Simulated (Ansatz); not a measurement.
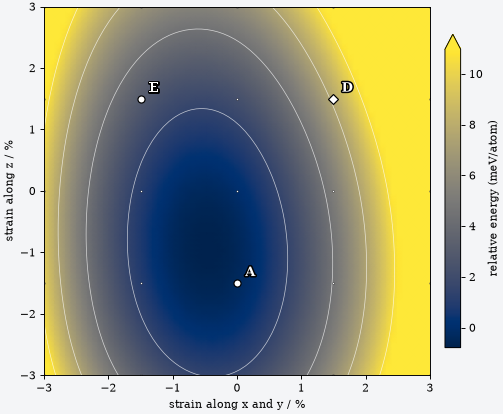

Mg (P6/mmm, No. 191; 1 atom in the cell). 
- The cell is strained homogeneously, by one strain along x and y and another along z, with fractional coordinates fixed (x along [1 0 0], z along [0 0 1] of the conventional cell).
- The first coordinate is: strain along x and y; the second: strain along z.
- The scan uses a 5 × 5 grid.
- Points are written as (first, second).
- All energies are given in meV/atom relative to the unstrained cell.
- The reference cell is the one listed in the database, not relaxed at this level.
- All numbers below come from DFT LDA, scalar-relativistic, plane waves, PAW (Ansatz). Settings: cutoff 420 eV, k-mesh 18×18×16 in the order of the run's cell vectors, gaussian smearing 0.15 eV, no spin polarisation.

In the figure: a smooth colour map with a few white contour lines, dots at the grid points, one colour for all values above the top of the scale, lettered points. Between grid points the surface is interpolated.

Q: Is D the lowest point of the computed grid?

A: No. D lies 8.2 meV/atom above the lowest grid point, which is at (0.0 %, −1.5 %).

Q: What kind of point is each of A, D: minimum, saddle, maximum or slope?

A: A: minimum; D: on a slope. (In these two coordinates alone; a stationary point may lie a little off the grid point.)

Q: Rank the lettered points by energy, lowest first.

A: A (−0.35 meV/atom), E (3.1 meV/atom), D (7.8 meV/atom).
